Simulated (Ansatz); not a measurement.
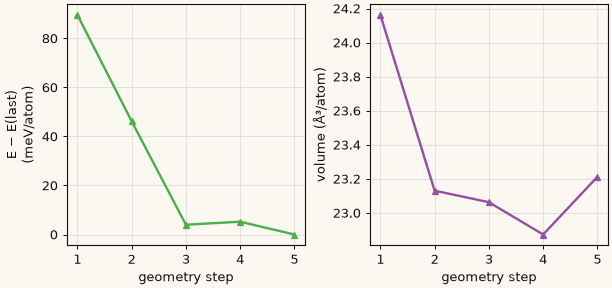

History of a geometry optimisation. Atoms and cell relax. A closing SCF on a freshly chosen basis isn't drawn.

```
crystal:
  lattice:
    - [5.15082, 0.0, 0.0]
    - [-2.57541, 4.460745, 0.0]
    - [0.0, 0.0, 6.309837]
  atoms:
    - { symbol: Se, position: [0.3333, 0.6667, 0.75] }
    - { symbol: Se, position: [0.6666, 0.3333, 0.25] }
    - { symbol: Sn, position: [0.3333, 0.6667, 0.25] }
    - { symbol: Sn, position: [0.6666, 0.3333, 0.75] }
    - { symbol: Se, position: [0.0, 0.0, 0.0] }
    - { symbol: Se, position: [0.0, 0.0, 0.5] }
  symmetry: { tolerance: 0.0003 }
kpoints:
  mp_grid: { grid: [5, 5, 4], shift: [0, 0, 0] }
magnetization:
  spin_polarized: false
scf:
  occupations: { method: fermi_dirac }
  eigensolver: { kind: davidson }
hamiltonian:
  pseudopotentials: { kind: paw }
  xc: r2scan
basis:
  ecutwfc: 500
  ecutrho_ratio: 4
output:
  forces: true
  stress: true
  eigenvalues: true
  write_density: true
  write_potential: true
  elf: true
  volumetric_format: npy
relax:
  max_steps: 40
  cell: {}
```

Command:
```bash
ansatz run input.yaml --threads 1 --pin off --max-ram 2560MiB --backend cpu --events-out ev --progress --plain --runs-dir out
```

Q: How did the optimisation end?

A: The optimisation met its thresholds at geometry 5, counting the start as the first. The energy fell by about 90 meV/atom from the first step to the last. Step 4 went uphill and was rejected by the line search. All forces vanish by symmetry, so only the cell moves.

Q: What happens to the cell?

A: The volume shrinks from 24.2 to 23.2 Å³ per atom (−4 %), overshooting to 22.9 at step 4. The start was expanded.
